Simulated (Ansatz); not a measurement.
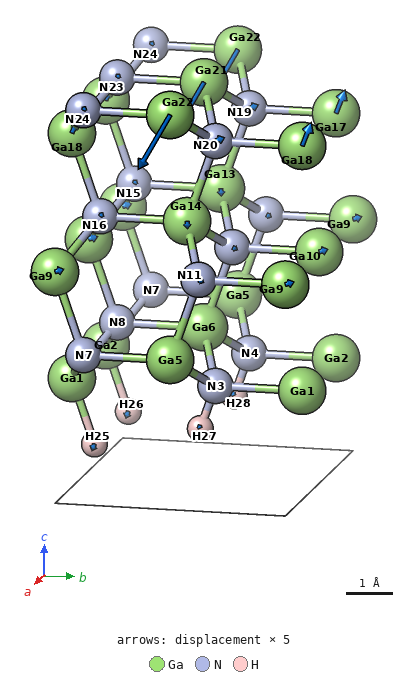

A constrained relaxation of a slab of composition Ga3HN3 (cut from the P6_3mc phase). The starting structure is drawn; blue arrows show the displacements, 5 times their true length.

A ball-and-stick model of the cell of the calculation, outlined in the plane, without the vacuum (origin shifted), seen slightly off an axis.

Case: clean slab, lower planes held. The slab is the (1 0 0) face of GaN. 8 atoms are held fixed.

Level of theory: Ansatz, DFT PBE+D3(BJ), scalar-relativistic, plane waves, PAW. Set-up: plane-wave cutoff 420 eV; k-point mesh 3 × 3 × 1; occupations gaussian; smearing width 0.05 eV; no spin polarisation; dipole correction; atoms relaxed in a fixed cell; force threshold 0.03 eV/Å; at most 70 steps.

Atoms of which element are displaced furthest, and by how much?

Gallium: up to 0.30 Å, against 0.05 Å for nitrogen.

What happened in the run?

Over 4 geometry steps the energy falls by 1.017 eV per cell of the calculation. The largest force component goes from 2.1 to 0.014 eV/Å. The largest moves, 0.30 Å, are those of Ga atoms. By element the largest moves are Ga 0.30 Å, N 0.05 Å, H 0.04 Å. The cell stays as it was. Some distances before and after: Ga–N 1.962 → 1.824 Å, Ga–N 1.954 → 2.033 Å, Ga–N 1.954 → 1.902 Å, Ga–H 1.550 → 1.580 Å. Among the angles between lasting bonds that change: Ga–N–Ga 109.7° → 99.7°, N–Ga–N 109.2° → 118.8°, Ga–N–Ga 109.2° → 114.8°. Cost: 100 s on 8 threads of Intel(R) Xeon(R) Processor @ 2.50GHz (Skylake/Cascade Lake) (shared host), peak memory 2.1 GiB.
